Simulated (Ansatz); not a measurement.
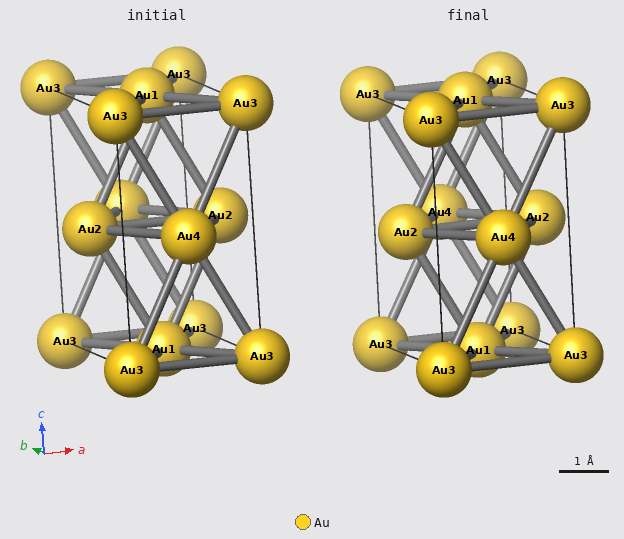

The structure of solid Au (set up in C2/m) before (left) and after (right) a relaxation, at one scale.

The picture is a ball-and-stick view of the reduced cell, seen slightly off an axis. Lengths and directions refer to the drawn axes.

Case: film's bulk on the substrate's plane, third vector and atoms relaxed.

Method: Ansatz, DFT PBE, scalar-relativistic, plane waves, PAW.

The input:
```yaml
crystal:
  lattice:
    - [6.1521317959, 0.0, 0.0]
    - [-2.7848727787, 5.4857277767, 0.0]
    - [-1.4895007624, 0.9142879628, 2.2343017412]
  atoms:
    - { symbol: Au, position: [0.0, 0.5, 0.0] }
    - { symbol: Au, position: [0.5, 0.5, 0.0] }
    - { symbol: Au, position: [0.0, 0.0, 0.0] }
    - { symbol: Au, position: [0.5, 0.0, 0.0] }
basis:
  ecutwfc: 420
kpoints:
  mp_grid: { grid: [7, 7, 15] }
hamiltonian:
  xc: pbe
scf:
  occupations: { method: gaussian, width: 0.1 }
output:
  forces: true
  stress: true
  eigenvalues: true
relax:
  adjacent_minimum: "off"
  f_tol: 0.01
  max_steps: 50
  cell: { fix: [a, b, gamma], stress_tol: 0.1 }
```

Run as
```bash
ansatz run input.yaml --threads 8 --pin off --max-ram 20480MiB --backend cpu --events-out ev --progress --plain --runs-dir out
```

### What changed between the two?

The energy falls by 4.3 meV per atom in 3 accepted moves (5 points after the start). All forces vanish by symmetry, so only the cell relaxes. Pressure: −3.70 GPa at the start and −2.45 GPa at the end. The line search rejected the trial step at point 2 of the run. The SCF was repeated once at an unchanged geometry on a basis and grid sized afresh for the cell, which shifted the energy by 0.1 meV per atom at most. The atoms keep their places relative to the cell (all moves are under 0.005 Å). The volume changes by −1.1 %, with a 2.837 → 2.880 Å (+1.5 %), b = c 5.251 → 5.175 Å (−1.4 %), α 75.6° → 76.9°, β 85.7° → 84.7°, γ 85.7° → 84.7°. Near-neighbour distances that change, for instance: Au1–Au2 2.889 → 2.841 Å, Au1–Au1 2.837 → 2.880 Å. The space group stays C2/m (No. 12).
